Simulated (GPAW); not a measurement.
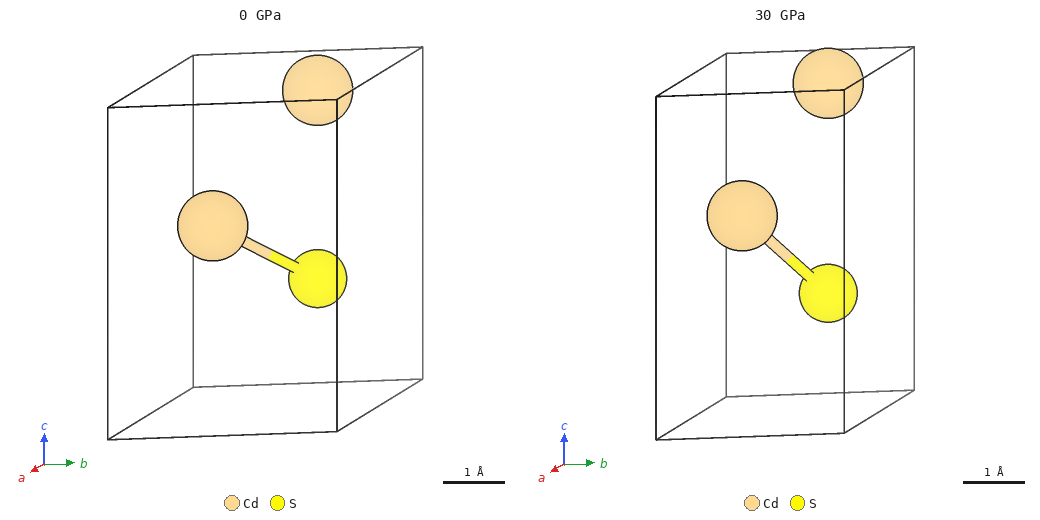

Cd₂S, space group P3m1 (No. 156), relaxed (cell and atoms) under a series of hydrostatic pressures; the conventional cell is drawn at the lowest and the highest, to one scale (sticks follow a distance rule). The start was a structure listed in the Materials Project. It needn't be the stable form of this composition.

Alike in all runs: GPAW 26.7.0; functional PBEsol; potentials PAW data sets generated in the run's folder for this functional; cutoff 600 eV; k mesh 6 × 6 × 4 on the run's cell of 3 atoms; occupations fermi-dirac, width 0.05 eV; no spin polarisation; no spin-orbit coupling.

| pressure (GPa) | volume (Å³/atom) | a (Å) | c (Å) | gap (eV) |
| --- | --- | --- | --- | --- |
| 0.0 | 24.214 | 3.842 | 5.682 | 0.23 |
| 2.0 | 23.207 | 3.768 | 5.663 | 0.28 |
| 5.0 | 22.007 | 3.673 | 5.651 | 0.29 |
| 9.9 | 20.470 | 3.536 | 5.672 | metal |
| 20.0 | ? | ? | ? | ? |
| 29.9 | 16.860 | 3.153 | 5.875 | metal |

**What equation of state do the given rows imply, and what volume does it predict for the missing row?**

The fit gives V0 = 24.19 Å³/atom, B0 = 44 GPa and B0′ = 3.5, which puts the volume at 20.0 GPa at 18.32 Å³/atom. The run gave volume 18.184 Å³/atom; a 3.290 Å; c 5.819 Å; gap none (a metal).

**Which axis yields most up to 30 GPa?**

The a axis: a −17.9 %, c +3.4 %, against −30.4 % in volume.

**How does the gap move over the whole range?**

It closes: from 0.23 eV to a metal.

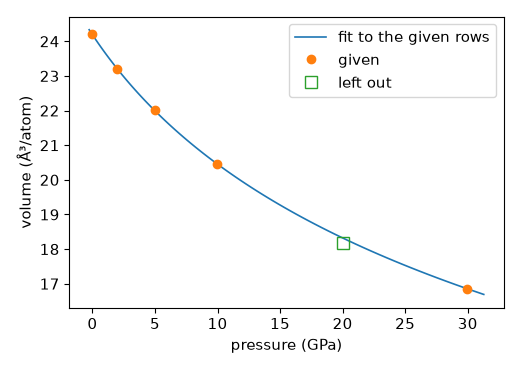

Volume against pressure, with the fit. The structure was kept in its own symmetry, so a change to another phase within this range wouldn't be seen. Gaps are the least found on the k-mesh, which can miss the band edges.

Caveat: semilocal functionals underestimate gaps, so a compound with a small gap can come out metallic; later steps reuse the first step's grids; gaps of a few tenths of an eV or less are fragile: at this level of theory the bands may already be inverted off the mesh, while measured gaps, where the compound is known, are often wider than semilocal functionals give.
